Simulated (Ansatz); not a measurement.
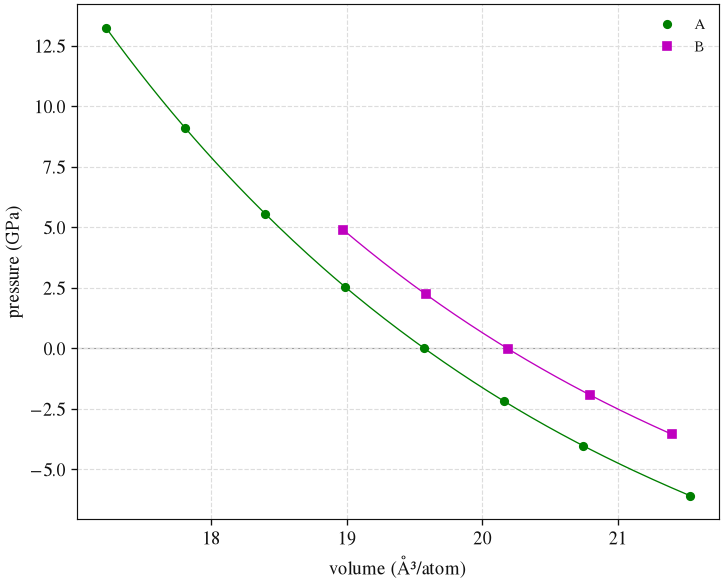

The picture above shows the pressure against volume, with one curve for each functional, for ZnS (space group P6_3mc). The labels are replaced by letters. In alphabetical order the cases are: PBE; r2SCAN.

Method: third-order Birch-Murnaghan fit to density functional energies at scaled volumes of the given relaxed cell, shape and atoms relaxed at each volume; energies count from the fitted minimum; plane waves with PAW datasets, Γ-centred k mesh (Ansatz 0.2.0). All runs: no spin polarisation.

```
       setting     value
   occupations  Gaussian
smearing width   0.02 eV
```

**Which letter stands for which functional?**

A: r2SCAN; B: PBE.

Caveats: coarse k mesh (r2SCAN).
